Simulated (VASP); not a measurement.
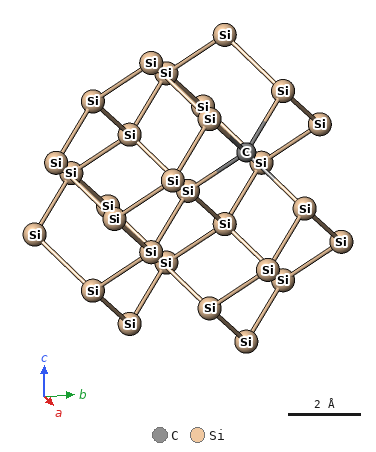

A defect cell of composition Si$_{15}$C, before the relaxation. A ball-and-stick model of the atoms within 5.0 Å of the atom that moves most (axes of the conventional cell (4 times the calculation's cell) (origin shifted)), seen slightly off an axis. Lengths and directions refer to the drawn axes.

The run lets the atoms move in a fixed cell.

Theory: Kohn-Sham DFT of a periodic cell, PBE, VASP PAW PBE potentials, recommended (VASP).

Input file:
```
PREC = Normal ; ENCUT = 450
EDIFF = 1E-6 ; ISMEAR = 0
SIGMA = 0.01 ; LREAL = Auto
LASPH = T ; NELM = 80
ALGO = Normal ; ISIF = 2
LWAVE = F ; LCHARG = F
GGA = PE ; IBRION = 2
NSW = 70 ; EDIFFG = -0.025
ICORELEVEL = 1
```

Command:
```bash
cat potpaw_PBE.64/C/POTCAR potpaw_PBE.64/Si/POTCAR > POTCAR
mpirun -np 1 vasp_std > vasp.out
```

The structure:
```
C Si
1.0
    -5.46859    5.46859    0.00000
    -5.46859    0.00000    5.46859
     0.00000    5.46859    5.46859
C Si
1 15
Direct
  0.62500 0.62500 0.12500
  0.12500 0.62500 0.12500
  0.62500 0.12500 0.12500
  0.62500 0.62500 0.62500
  0.12500 0.12500 0.12500
  0.12500 0.62500 0.62500
  0.62500 0.12500 0.62500
  0.12500 0.12500 0.62500
  0.75000 0.75000 0.75000
  0.25000 0.75000 0.75000
  0.75000 0.25000 0.75000
  0.75000 0.75000 0.25000
  0.25000 0.25000 0.75000
  0.25000 0.75000 0.25000
  0.75000 0.25000 0.25000
  0.25000 0.25000 0.25000
```

### Predict the outcome.

After 7 geometry steps the energy has fallen by 1.060 eV per cell of the calculation. The largest force component goes from 1.2 to 0.0029 eV/Å. The largest moves, 0.23 Å, are those of Si atoms. C stays in place. The cell stays as it was. Among the contacts that change: C–Si 2.368 → 2.133 Å, Si–Si 2.368 → 2.455 Å, Si–Si 2.368 → 2.383 Å. Among the angles between lasting bonds that change: Si–Si–Si 109.5° → 119.9°, Si–Si–Si 109.5° → 103.8°, Si–Si–Si 109.5° → 107.0°.

The end point in the same view:

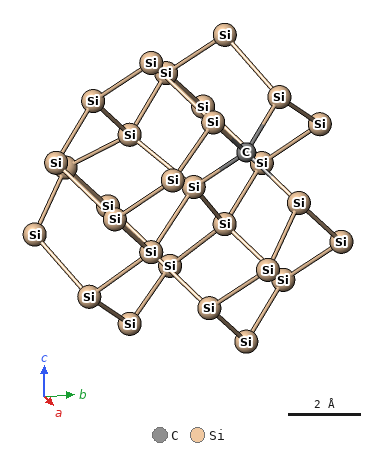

Limits of the set-up: the periodic images lie only 7.7 Å apart, so the values are limited by the cell's size.
